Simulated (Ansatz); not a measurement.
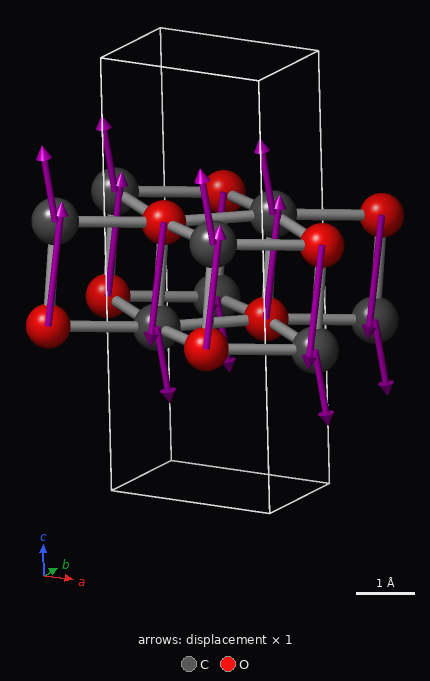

A relaxation of solid CO (a generated structure, set up in C2/m) (coarse preliminary run). The starting structure is drawn; purple arrows show the displacements (the part carried along by the change of the cell is left out), at their true length.

A ball-and-stick model of the cell of the calculation, seen slightly off an axis.

Case: Pb → C, S → O on all its sites, cell and atoms relaxed.

These are results of DFT PBE, scalar-relativistic, plane waves, PAW (Ansatz), not measurements.

Input file:
```yaml
crystal:
  lattice:
    - [2.0955380193, -2.095532987, 0.0002613738]
    - [2.0955380193, 2.095532987, 0.0002613738]
    - [-0.7706133406, 0.0, 7.7885094911]
  atoms:
    - { symbol: C, position: [0.2269054787, 0.2269054787, 0.3738980624] }
    - { symbol: C, position: [0.7730945213, 0.7730945213, 0.6261019376] }
    - { symbol: O, position: [0.7288096123, 0.7288096123, 0.3848903091] }
    - { symbol: O, position: [0.2711903877, 0.2711903877, 0.6151096909] }
basis:
  ecutwfc: 420
kpoints:
  mp_grid: { grid: [6, 6, 4] }
hamiltonian:
  xc: pbe
scf:
  occupations: { method: gaussian, width: 0.1 }
output:
  forces: true
  stress: true
  eigenvalues: true
relax:
  adjacent_minimum: "off"
  f_tol: 0.05
  max_steps: 60
  cell: { stress_tol: 0.5 }
```

**Atoms of which element are displaced furthest, and by how much?**

Oxygen: up to 2.23 Å, against 1.42 Å for carbon.

**What happened in the run?**

The energy falls by 2651 meV per atom in 34 accepted moves (42 points after the start). Largest force component: 3.1 eV/Å at the start, 0.025 eV/Å at the end. The pressure goes from −14.21 to 0.31 GPa. The line search rejected the trial steps at points 17, 23, 28, 36, 39 of the run. The SCF was repeated 3 times at an unchanged geometry on a basis and grid sized afresh for the cell, which shifted the energy by 24.1 meV per atom at most. The largest moves relative to the cell, 2.23 Å, are those of O3 and O4. O3 goes along [1 1 3]. Largest moves by element: O 2.23 Å, C 1.42 Å. Cell: a = b 2.964 → 3.659 Å (+23.5 %), c 7.827 → 7.854 Å (+0.3 %), α 94.0° → 96.5°, β 94.0° → 96.5°. Volume +51.7 %. Some distances before and after: C1–O3 2.098 → 4.696 Å, C1–O3 (another image) 2.097 → 4.518 Å, C1–O3 (another image) 2.097 → 4.334 Å, C1–O4 1.879 → 1.135 Å. The space group stays C2/m (No. 12). The run took about 2.6 core-minutes on a shared host.
